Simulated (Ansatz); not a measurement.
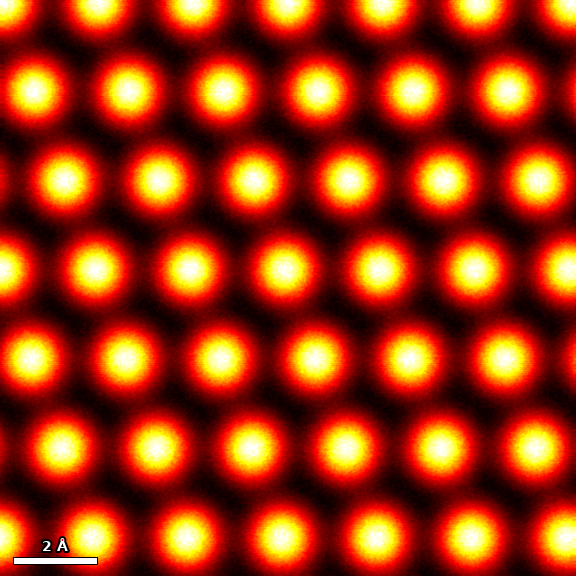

Dark-field STEM-like image of a crystal. The image is simulated as a sum over atoms of Z^1.7, blurred by a 1.30 Å probe (no channelling). The probe carries 15 % of its weight in a tail 2.5 times as wide. Shot noise and a slight drift were added.

Q: What two-dimensional lattice does the image show, and how large is its cell?

A: The pattern repeats on a centred rectangular net of 2.7 × 3.8 Å.

Q: Which plane group does this projection have?

A: c2mm: perpendicular mirror lines on a centred net, with further twofold points between them.

Q: How many columns does the smallest repeating cell hold, and how many levels of brightness?

A: 1 column in the primitive cell of 5.0 Å², all of one brightness.

The crystal is Ru (Fm-3m, No. 225) seen along [110]. Model: the input geometry of an electronic-structure calculation (not necessarily at equilibrium); the starting structure was generated, so it need not be a known form of this composition.
